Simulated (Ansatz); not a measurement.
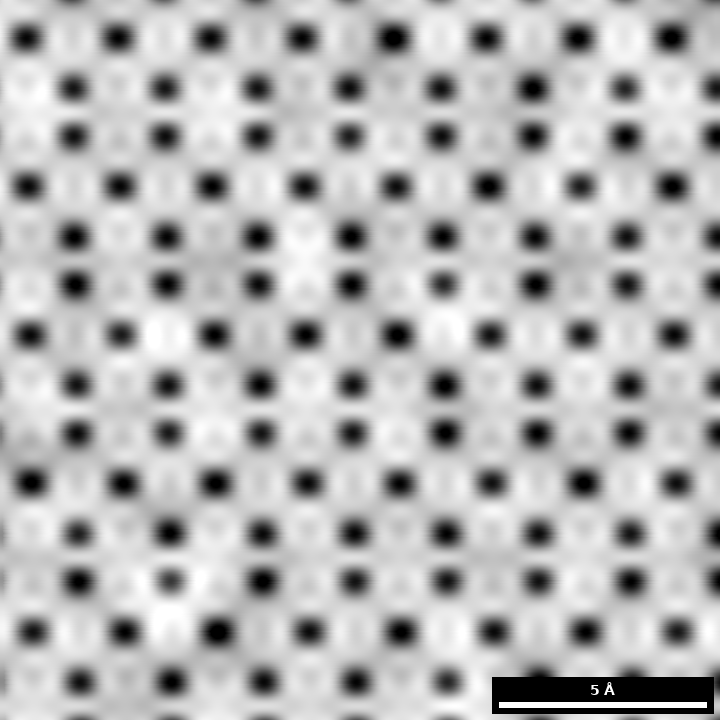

HRTEM-like image of Cr (P6/mmm, No. 191). Simulated in the weak-phase-object approximation with neutral-atom potentials: 300 kV, Cs = 20 µm, defocus −75 Å (negative is underfocus), defocus spread 8 Å, aperture 1.36 1/Å. A slight drift and the speckle of an amorphous layer were added. Model: the end point of a relaxation with Ansatz 0.2.0, DFT, LDA (PW92), plane waves (420 eV) with PAW, scalar-relativistic; the starting structure was generated, so it need not be a known form of this composition.

```yaml
crystal:
  lattice:
    - [4.15150, 0.00000, 0.00000]
    - [-2.07575, 3.59531, 0.00000]
    - [0.00000, 0.00000, 2.23004]
  atoms:
    - { symbol: Cr, position: [0.00000, 0.00000, 0.00000] }
    - { symbol: Cr, position: [0.33333, 0.66667, 0.50000] }
    - { symbol: Cr, position: [0.66667, 0.33333, 0.50000] }
```

Q: Along which zone axis is the crystal seen: [210], [100], [310] or [212]? (Directions equivalent by symmetry count as one.)

A: [100]. The projected cells are 2.08 × 2.23 Å, 90° for [210]; 2.23 × 3.60 Å, 90° for [100]; 1.36 × 2.23 Å, 90° for [310]; 1.90 × 2.08 Å, 90° for [212], and the image repeats as the [100] one does.
